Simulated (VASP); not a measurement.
CeO₂ (space group Fm-3m, No. 225). Coordinates: an entry of the Crystallography Open Database, as set up for an electronic-structure calculation.

```
CELL_PARAMETERS angstrom
5.40730 0.00000 0.00000
0.00000 5.40730 0.00000
0.00000 0.00000 5.40730
ATOMIC_POSITIONS crystal
Ce 0.00000 0.00000 0.00000
O 0.25000 0.25000 0.75000
O 0.25000 0.75000 0.75000
Ce 0.00000 0.50000 0.50000
O 0.25000 0.75000 0.25000
O 0.25000 0.25000 0.25000
Ce 0.50000 0.00000 0.50000
O 0.75000 0.25000 0.25000
O 0.75000 0.75000 0.25000
Ce 0.50000 0.50000 0.00000
O 0.75000 0.75000 0.75000
O 0.75000 0.25000 0.75000
```

Bonds are taken as Ce–O below 2.6 Å. The graph is simplified in the usual way: terminal and isolated atoms are pruned, two-connected atoms become edges.

Derive the underlying net.

The result is a binodal (4,8)-connected, three-periodic net: O is a 4-connected node; Ce is an 8-connected node, in the ratio 2:1. It is the flu net, known from fluorite. It is a single net, without interpenetration.

| node | links | point symbol | coordination sequence |
| --- | --- | --- | --- |
| O | 4 | 4⁶ | 4 22 24 82 |
| Ce | 8 | 4¹²·6¹²·8⁴ | 8 12 48 42 |

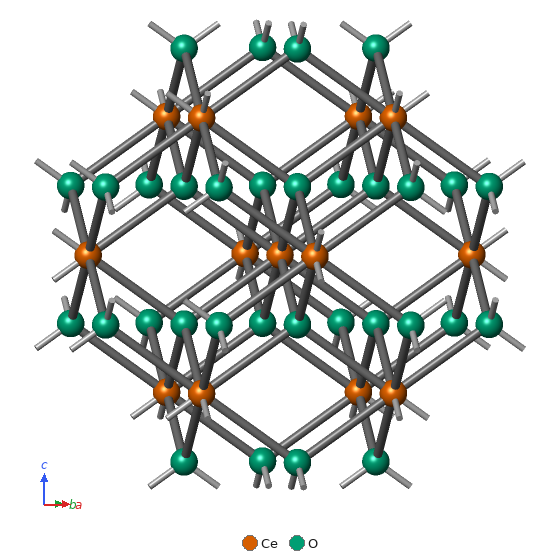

Nodes are coloured by topological kind. Short stubs are edges that leave the cut-out.
